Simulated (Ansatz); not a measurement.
The cell of MgO in space group P6_3/mmc. Source of the atomic positions: coordinates from a relaxation with Ansatz, DFT, PBE, plane waves, PAW.

```cif
data_structure
_symmetry_space_group_name_H-M 'P6_3/mmc'
_symmetry_Int_Tables_number 194
_cell_length_a 3.5206
_cell_length_b 3.5206
_cell_length_c 4.2381
_cell_angle_alpha 90.000
_cell_angle_beta 90.000
_cell_angle_gamma 120.000
_cell_volume 45.49
loop_
_atom_site_label
_atom_site_type_symbol
_atom_site_symmetry_multiplicity
_atom_site_Wyckoff_symbol
_atom_site_fract_x
_atom_site_fract_y
_atom_site_fract_z
_atom_site_occupancy
Mg1 Mg 2 c 0.66667 0.33333 0.75000 1
O1 O 2 d 0.66667 0.33333 0.25000 1
```

At each point the valence sum V of a Mg2+ ion is computed from the anions within 5 Å (s = exp((R0 − d)/b), R0 fitted to published crystal structures with b = 0.37 Å; R0: Mg2+–O 1.677 Å). The other Mg2+ ions are ignored. This is an empirical screen for pathways, not an energy calculation.

**Along which directions could Mg2+ move by this screen (counting the regions that come within 0.6 Å of a Mg site)?**

Already below about 0.06 v.u. the regions form a three-dimensional network. These are grid estimates, good to about 0.1 v.u.

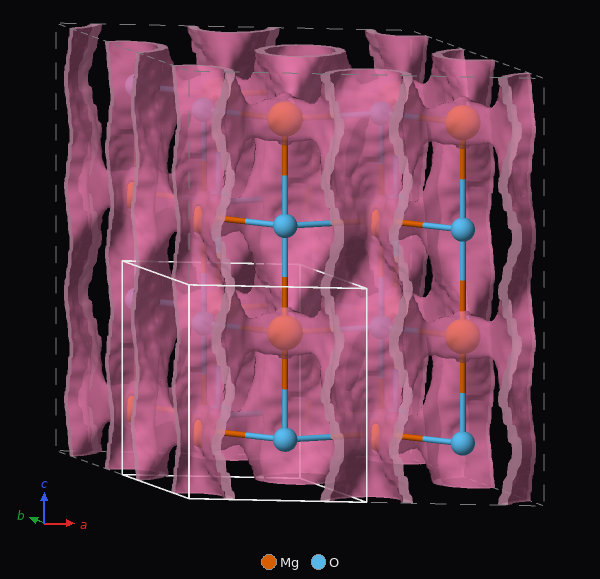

Bond-valence mismatch map for Mg2+ in MgO (P6_3/mmc, No. 194): the pink surface encloses the points where |V − 2| < 0.1 v.u. (2×2×2 cells, view slightly off an axis). Pale faces close the region where the drawn box cuts it. At this level they form a three-dimensional network.

**What is the valence sum at the Mg sites themselves?**

1.78 v.u., against the formal 2.
